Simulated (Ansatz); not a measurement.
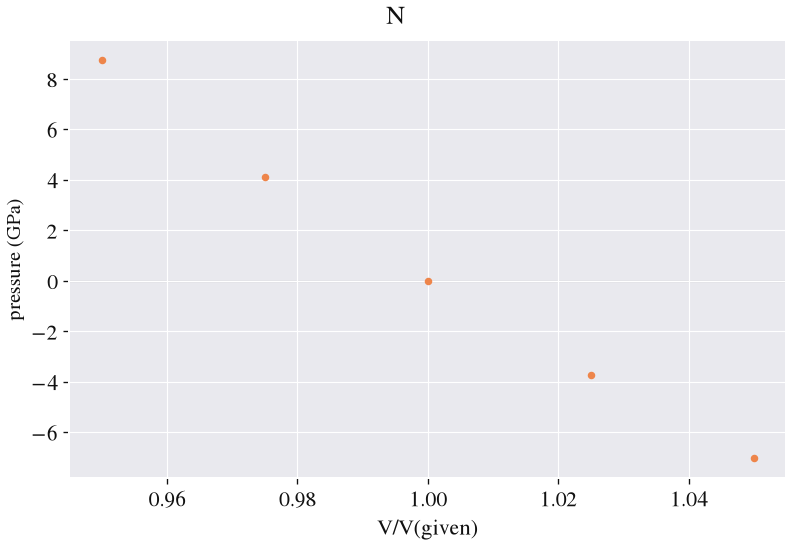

The picture above shows the pressure against V/V(given) for N, space group Fd-3m (No. 227).

Cell as given: a = 2.959 Å, b = 2.959 Å, c = 2.959 Å, α = 60.00°, β = 60.00°, γ = 60.00°; 2 atoms.

Method: periodic Kohn-Sham DFT of a crystal at fixed atoms, scaled to the stated factor times the given cell; pressure positive in compression (Ansatz 0.2.0). Level: PBE.

- method: frozen-core PAW
- relativity: scalar
- k mesh: 13×13×13
- occupations: Fermi–Dirac
- smearing width: 0.08 eV
- wave cutoff: 420 eV
- PAW set: soft_2

V(given) is 9.16 Å³/atom.

Give the values behind the plot as a table.

```tsv
V/V(given)	pressure (GPa)
0.950	8.7
0.975	4.1
1.000	0.0
1.025	-3.7
1.050	-7.0
```
